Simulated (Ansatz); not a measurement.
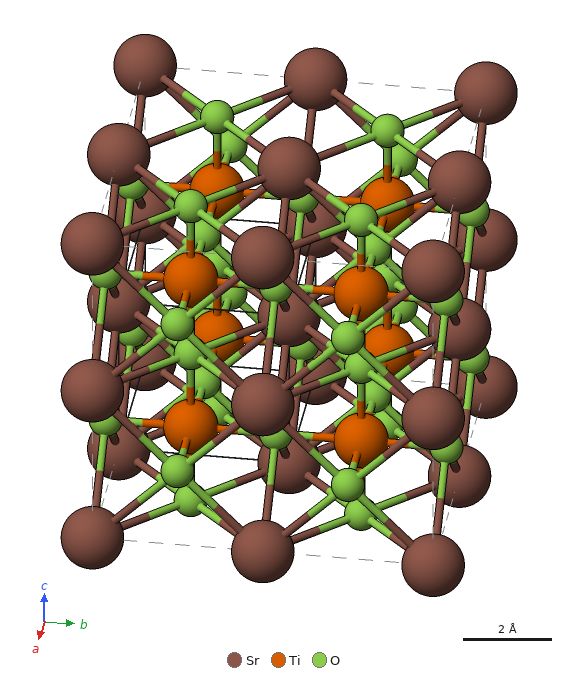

Ball-and-stick representation of a periodic structure, projected from a general direction. The drawing covers 2×2×2 cells, and the solid lines enclose one conventional unit cell.

The structure is one of SrTiO₃. It belongs to space group Pm-3m (No. 221) and has a primitive cubic lattice. The prototype is cubic perovskite. Cell content 1 Sr, 1 Ti, 3 O; Z = 1. The coordination shell of Sr holds twelve O in a cuboctahedral arrangement at about 2.8 Å. Ti is linked to six O in an octahedral arrangement at about 2.0 Å. Around each O lie four Sr and two Ti in a distorted octahedral arrangement (about 2.8 Å to Sr, 2.0 Å to Ti). The bonds build a three-dimensional framework.

The structure was taken from a structure listed in the Materials Project. Earlier steps of the study may have refined or changed the cell and positions. It went into a calculation with Ansatz.
